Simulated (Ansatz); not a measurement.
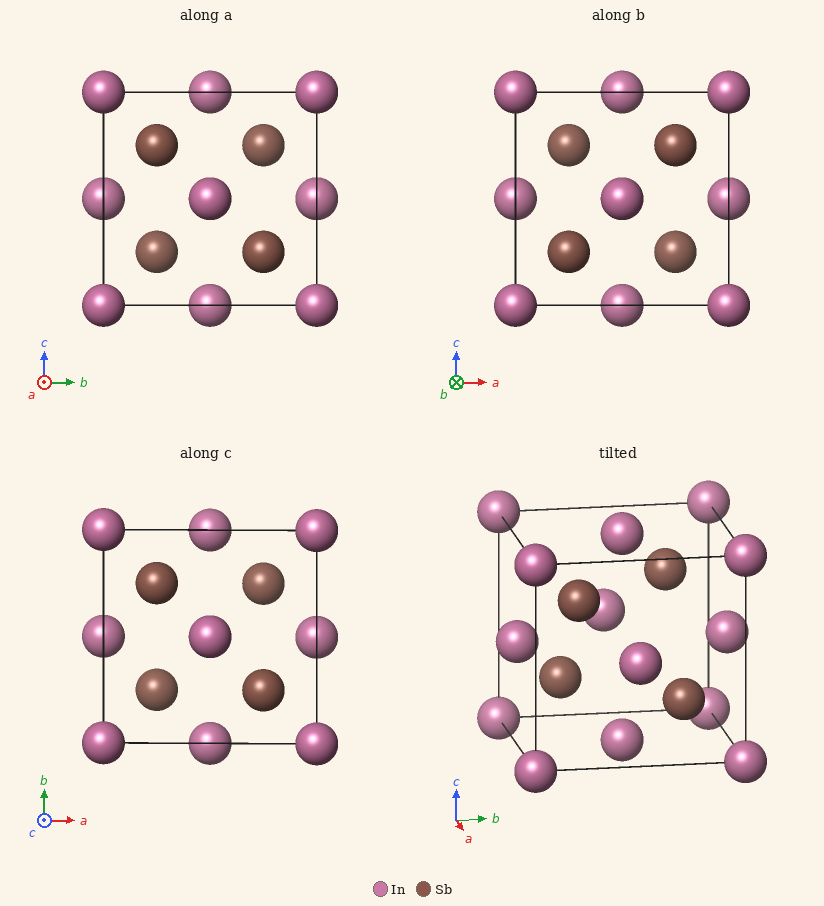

Figure: spheres-only view along the a axis, along the b axis, along the c axis and slightly off an axis. Thin lines show the drawn cell (a repeat of the simulation cell), with boundary atoms drawn in all their periodic places.

Lattice parameters: a = 6.559 Å, b = 6.559 Å, c = 6.559 Å, α = 90.00°, β = 90.00°, γ = 90.29°. Put a along x and b in the xy plane.

**Convert the drawing into a POSCAR file, with free fractional coordinates to two decimals.**

```
In Sb
1.0
     6.559    0.000    0.000
    -0.033    6.559    0.000
     0.000    0.000    6.559
In Sb
4 4
Direct
  0.00 0.00 0.00
  0.50 0.50 0.00
  0.50 0.00 0.50
  0.00 0.50 0.50
  0.25 0.25 0.25
  0.75 0.75 0.25
  0.75 0.25 0.75
  0.25 0.75 0.75
```

The initial geometry was a structure type filled with these elements by a generator (whether the compound takes this form wasn't checked). The cell was then strained or its atoms displaced on purpose. Ansatz was used for an electronic-structure calculation on it.
